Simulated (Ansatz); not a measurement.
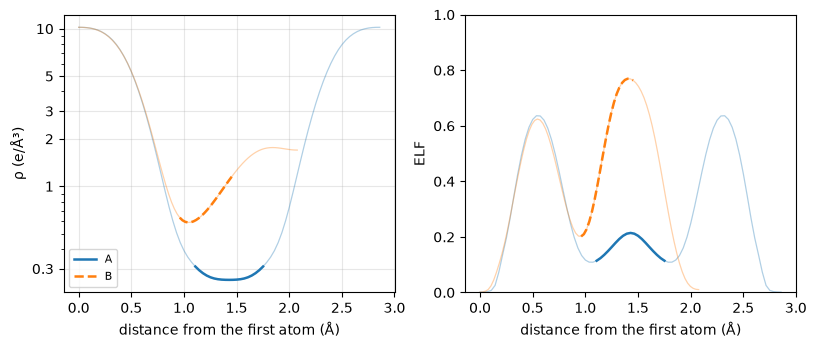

*Ti2C. Valence electron density and electron localisation function along straight lines between neighbouring atoms. Thin, pale parts lie inside the atomic spheres.*

Space group R-3m; a structure from a database of computed crystals, not necessarily the ambient phase; computed pressure about 8 GPa in this cell; computed without spin polarisation.

All numbers below come from Ansatz 0.2.0, DFT PBEsol, scalar-relativistic, plane waves, PAW.

Core electrons are frozen (PAW), and the valence fields are smoothed inside the atomic spheres.

Question: Which curve belongs to which contact (Ti–C and Ti–Ti)? The first atom named is at distance zero.

Answer: Curve A: Ti–Ti (2.86 Å): the density is about 0.25 e/Å³ at the midpoint; the ELF is about 0.20 at the midpoint: no localised pair shows between them. Curve B: Ti–C (2.08 Å): ρ at the midpoint is about 0.59 e/Å³; the ELF peaks at about 0.75 in the valence shell of C, 0.7 Å from its nucleus, and is about 0.25 at the midpoint.
